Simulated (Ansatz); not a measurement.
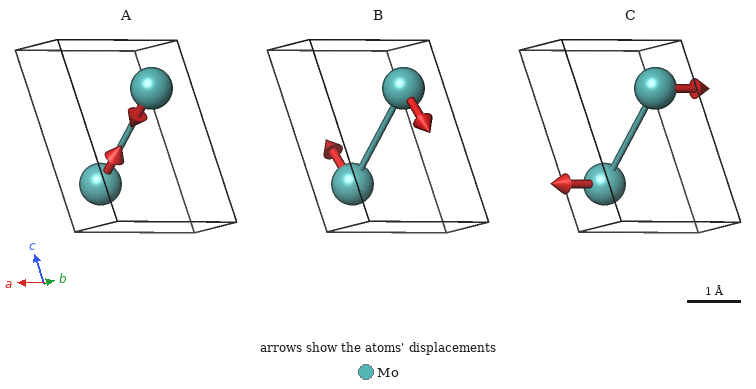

Three modes of solid Mo at the zone centre of a doubled cell, in no order. The red arrows are the displacements of the atoms (eigenvector over the root of the mass), of arbitrary overall length and sign. The picture is a ball-and-stick view of the cell of the calculation, seen from a free direction.

The calculation used DFT PBEsol, scalar-relativistic, plane waves, PAW in Ansatz 0.2.0. (plane-wave cutoff 420 eV; k-point mesh 24 × 24 × 24; occupations gaussian; smearing width 0.15 eV; no spin polarisation)

> Rank the modes by frequency, softest first.

C (32 cm⁻¹), A (226 cm⁻¹), B (268 cm⁻¹). C, non-degenerate: All motion is along a of the drawn cell; atoms of one kind move against one another, with no net shift of their sublattice. A, non-degenerate: All motion is along [1 −1 −1] of the drawn cell; atoms of one kind move against one another, with no net shift of their sublattice. B, non-degenerate: All motion is along [0 1 −1] of the drawn cell; atoms of one kind move against one another, with no net shift of their sublattice. The crystal is metallic in this run.
